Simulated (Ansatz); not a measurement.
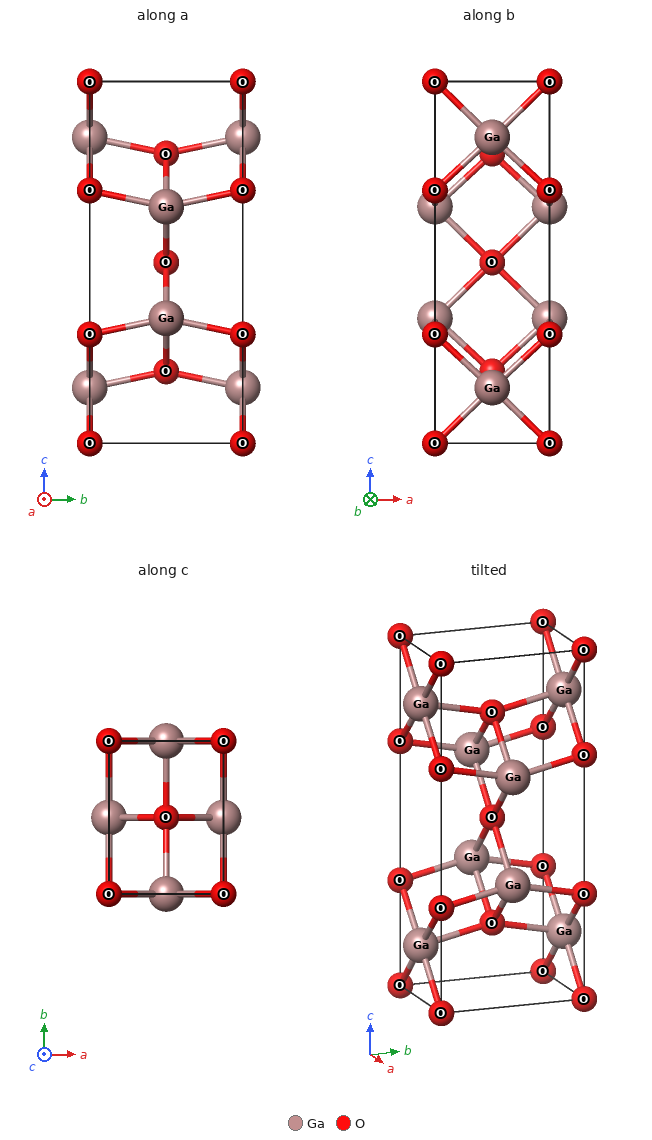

The figure gives a ball-and-stick picture of the atoms, viewed along the a axis, along the b axis, along the c axis and slightly off an axis. The conventional unit cell is drawn as a box.

Lattice parameters: a = 2.939 Å, b = 3.926 Å, c = 9.285 Å, α = 90.00°, β = 90.00°, γ = 90.00°.

Put the structure into a table of Wyckoff sites, with free fractional coordinates to two decimals.

Answer. Space group Immm (No. 71).
```
atom  site     x     y     z
  Ga    4j  0.50  0.00  0.15
   O    2a  0.00  0.00  0.00
   O    4i  0.50  0.50  0.20
```

Origin of the cell: a structure type filled with these elements by a generator (whether the compound takes this form wasn't checked). Earlier steps of the study may have refined or changed the cell and positions. A calculation with Ansatz used it as input.
